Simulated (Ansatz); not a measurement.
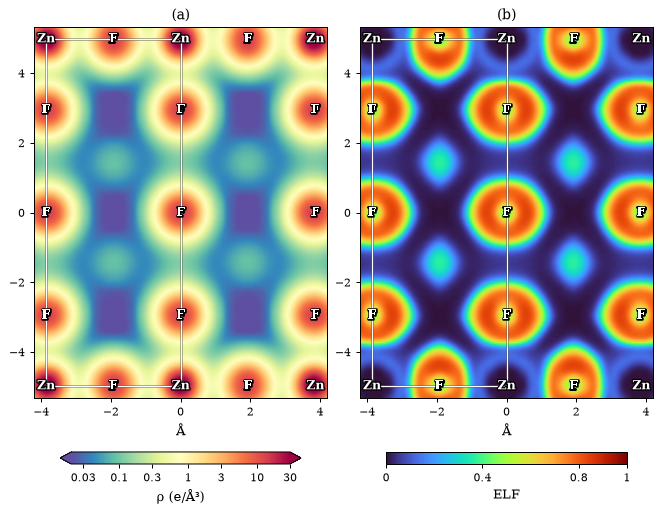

Figure. ZnF3. (a) valence electron density; (b) ELF on the (011̄) plane of the conventional cell.

Space group Pmmm; a structure generated by program, which may or may not match a known phase; computed without spin polarisation.

Computed with Ansatz, DFT PBE, scalar-relativistic, plane waves, PAW.

Core electrons are frozen (PAW), and the valence fields are smoothed inside the atomic spheres.

### What do the fields say about this system?

Atoms in the plane: Zn and F.
Zn–F (1.93 Å): ρ is about 0.59 e/Å³ halfway; the ELF peaks at about 0.75 in the valence shell of F, 0.6 Å from its nucleus, and is about 0.20 at the midpoint: no shared electron pair shows on this line.
Zn–F (2.03 Å): the density is about 0.45 e/Å³ at the midpoint; the ELF peaks at about 0.80 in the valence shell of F, 0.6 Å from its nucleus, and is about 0.15 at the midpoint: no localised pair shows between them.
Between the atoms the lowest density in this plane is 0.007 e/Å³.
The ELF also peaks beside F, away from the bonds: lone-pair regions.
